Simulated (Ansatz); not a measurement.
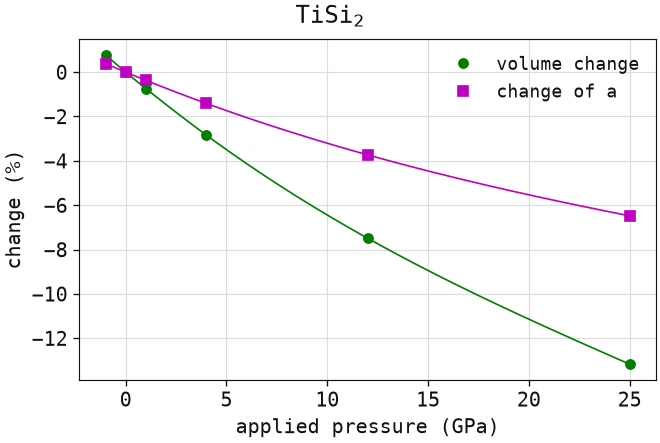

Plotted: volume change and change of a against applied pressure for TiSi₂, space group Cmcm (No. 63).

Starting cell:
```
Ti Si
1.0
     1.76420   -6.75540    0.00000
     1.76420    6.75540    0.00000
     0.00000    0.00000    3.56460
Ti Si
2 4
Direct
  0.89680 0.10320 0.75000
  0.10320 0.89680 0.25000
  0.55830 0.44170 0.75000
  0.44170 0.55830 0.25000
  0.24980 0.75020 0.75000
  0.75020 0.24980 0.25000
```

Calculation (Ansatz 0.2.0): volume, enthalpy and cell of a crystal along a series of hydrostatic pressures at zero temperature, keeping its symmetry; changes are against the given cell; the k mesh follows the cell and the gap; plane waves with PAW datasets, Γ-centred k mesh. Level: r2SCAN, no spin polarisation.

- wave cutoff: 500 eV
- occupations: Gaussian
- k mesh at zero pressure: 10×10×10
- smearing width at zero pressure: 0.1 eV

The change of b equals the change of a.

What does the volume change do across the range?

Answer. It falls from 0.78 % at applied pressure −1 GPa to −13.17 % at 25 GPa.

How does the change of a vary with applied pressure?

Answer. It falls from 0.39 % at applied pressure −1 GPa to −6.48 % at 25 GPa.

Is there a gap?

Answer. No, the levels on the k mesh show a metal at every point.
